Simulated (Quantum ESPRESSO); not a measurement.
System: AlNi (space group Pm-3m).

Computed with Quantum ESPRESSO 7.5: plane-wave DFT, collinear spins; energies at scaled volumes of the given cell, shape and fractions fixed, counted from the fit's minimum, third-order Birch-Murnaghan fit. All runs: collinear spin.

occupations Fermi–Dirac; smearing width 0.05 eV; wave cutoff 1333 eV; density cutoff 5333 eV.

Settings that differ: rev-vdW-DF2: k mesh 6×6×6, potentials PseudoDojo-0.4.1-SR-PBE-standard; LDA: k mesh 9×9×9, potentials PseudoDojo-0.4.1-SR-LDA-standard; PBEsol: k mesh 9×9×9, potentials PseudoDojo-0.4.1-SR-PBEsol-standard.

What does the calculation give for the energy against volume, with one curve for each functional? The cases: rev-vdW-DF2; LDA; PBEsol.

The fitted equilibrium volumes, smallest first, are LDA 11.320, PBEsol 11.723, rev-vdW-DF2 11.975 Å³/atom. The fitted bulk moduli, smallest first, are rev-vdW-DF2 162.7, PBEsol 173.3, LDA 185.6 GPa.

rev-vdW-DF2:
```tsv
volume (Å³/atom)	energy (meV/atom)
11.24	25.72
11.48	11.28
11.72	2.92
11.96	0.01
12.20	2.00
12.43	8.38
12.67	18.71
```

LDA:
```tsv
volume (Å³/atom)	energy (meV/atom)
11.24	0.34
11.48	1.25
11.72	7.59
11.96	18.78
12.20	34.31
12.43	53.69
12.67	76.53
```

PBEsol:
```tsv
volume (Å³/atom)	energy (meV/atom)
11.24	11.63
11.48	2.87
11.72	0.00
11.96	2.43
12.20	9.61
12.43	21.06
12.67	36.33
```

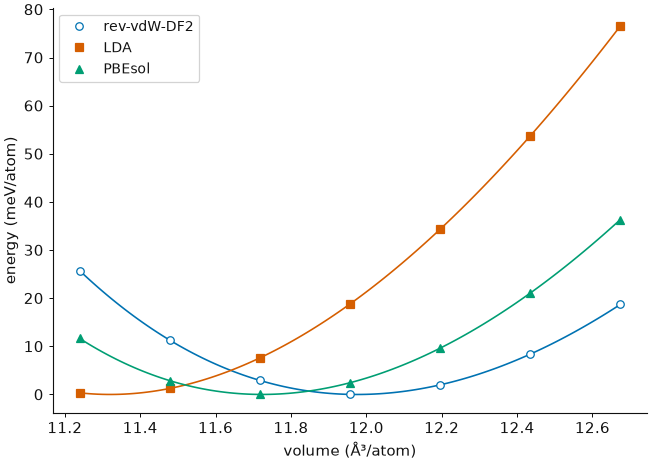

Note: coarse k mesh (rev-vdW-DF2); potentials made for another functional (rev-vdW-DF2).
